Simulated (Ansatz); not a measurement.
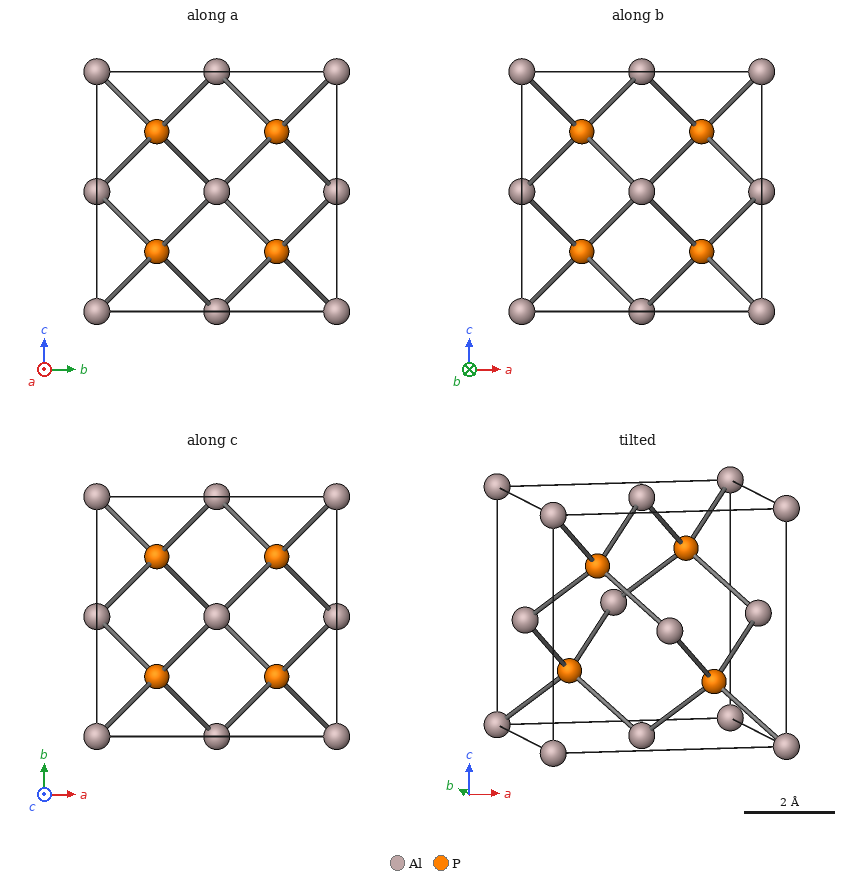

Ball-and-stick model, viewed along the a axis, along the b axis, along the c axis and slightly off an axis. One conventional unit cell is outlined, and atoms on its boundary appear in each equivalent place.

Lattice parameters: a = 5.348 Å, b = 5.348 Å, c = 5.348 Å, α = 90.00°, β = 90.00°, γ = 90.00°. Put a along x and b in the xy plane.

Write down what is shown as a POSCAR file.

```
Al P
1.0
     5.348    0.000    0.000
     0.000    5.348    0.000
     0.000    0.000    5.348
Al P
4 4
Direct
  0.0000 0.0000 0.0000
  0.0000 0.5000 0.5000
  0.5000 0.0000 0.5000
  0.5000 0.5000 0.0000
  0.2500 0.2500 0.7500
  0.2500 0.7500 0.2500
  0.7500 0.2500 0.2500
  0.7500 0.7500 0.7500
```

The structure was taken from a structure type filled with these elements by a generator (whether the compound takes this form wasn't checked). Earlier steps of the study, as a rule a relaxation of our own, may have changed the cell and positions, so they can lie some per cent off the listed ones. A calculation with Ansatz used it as input.

At this level of theory the run's own cell isn't at rest (compressed, at 7 GPa), so its distances can differ from those at equilibrium, the more so the softer the solid.
